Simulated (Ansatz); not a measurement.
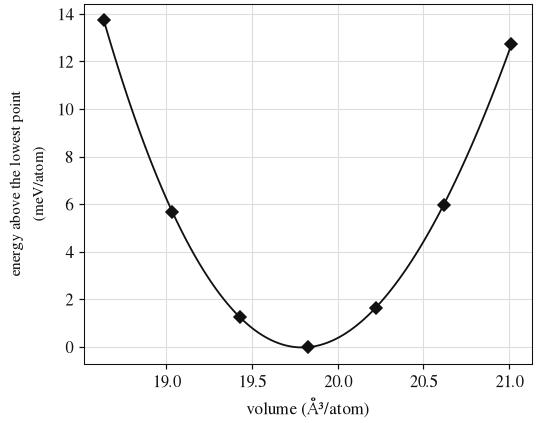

Plotted: energy above the lowest point against volume for PbO₃, space group Pm-3m (No. 221) (one of a set of cubic test structures, which need not be the stable phase).

Method: equation of state of a cubic crystal from periodic Kohn-Sham density functional theory without spin, third-order Birch-Murnaghan fit to the free energies; pressure corrected for the finite basis (Ansatz 0.2.0 development build). Level: PBE, no spin-orbit coupling.

```json
{"setting": "structure type", "value": "ReO3"}
{"setting": "atoms in cell", "value": "4"}
{"setting": "space group number", "value": "221"}
{"setting": "lattice centring", "value": "simple cubic"}
{"setting": "k mesh", "value": "9×9×9"}
{"setting": "occupation method", "value": "Fermi–Dirac"}
{"setting": "occupation width", "value": "0.06123 eV"}
{"setting": "wave cutoff", "value": "420 eV"}
{"setting": "datasets", "value": "soft-1 PAW"}
{"setting": "density tolerance", "value": "1e-07 eV"}
{"setting": "bands", "value": "20"}
{"setting": "density cutoff ratio", "value": "4"}
{"setting": "search for lower states", "value": "default"}
```

Question: How stiff is the solid, and where is its volume at rest?

Answer: A third-order Birch–Murnaghan fit gives V0 = 19.79 Å³/atom, B0 = 59.4 GPa and B′ = 3.6.

Note: cubic model structure, not the ambient form; modest k-mesh, values are not fully converged in k; no spin polarisation, a magnetic state may lie lower; no spin-orbit coupling with 6p elements.

The computed values:

```tsv
volume (Å³/atom)	energy above the lowest point (meV/atom)
18.64	13.7
19.03	5.7
19.43	1.3
19.82	0.0
20.22	1.6
20.62	6.0
21.01	12.7
```
